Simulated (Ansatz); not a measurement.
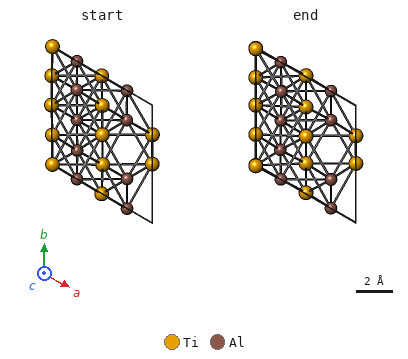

The structure of crystalline Ti$_{8}$Al$_{7}$ (a generated structure, set up in P1) (coarse preliminary run) before (left) and after (right) a relaxation, at one scale.

The picture is a ball-and-stick view of the cell of the calculation, seen along the c axis.

Case: 1 of 8 Al atoms taken out at random.

Method: Ansatz, DFT PBE, scalar-relativistic, plane waves, PAW. Settings: plane-wave cutoff 420 eV; k-point mesh 2 × 2 × 2; occupations gaussian; smearing width 0.1 eV; mesh shifted by (0.5, 0.5, 0.5); no spin polarisation; cell and atoms relaxed; force threshold 0.04 eV/Å; at most 50 steps.

Question: Summarise the run.

Answer: A Ti atom moves most relative to the cell: 0.087 Å along [−1 1 1]. Largest moves by element: Ti 0.087 Å, Al 0.072 Å. The volume changes by −1.9 %, with a 6.963 → 6.910 Å (−0.7 %), b 6.963 → 6.924 Å (−0.5 %), c 6.963 → 6.920 Å (−0.6 %), α 108.3° → 108.8°, β 110.1° → 109.8°, γ 110.1° → 109.8°. Some distances before and after: Al–Ti 2.886 → 2.790 Å, Ti–Ti 2.882 → 2.796 Å, Al–Al 2.857 → 2.785 Å, Al–Ti 2.869 → 2.798 Å. Within 0.06 Å the space group is P1 at the start and I4/mmm at the end; at a tighter tolerance small leftover displacements or strains of the cell lower it. Over 3 accepted moves (4 points after the start) the energy falls by 0.131 eV per cell of the calculation. Largest force component: 0.49 eV/Å at the start, 0.013 eV/Å at the end. The pressure goes from −1.56 to 0.01 GPa. The SCF was repeated once at an unchanged geometry on a basis and grid sized afresh for the cell, which shifted the energy by 1.0 meV per cell of the calculation at most.

Limits of the set-up: the k-point mesh is coarse for a cell with partly filled bands.
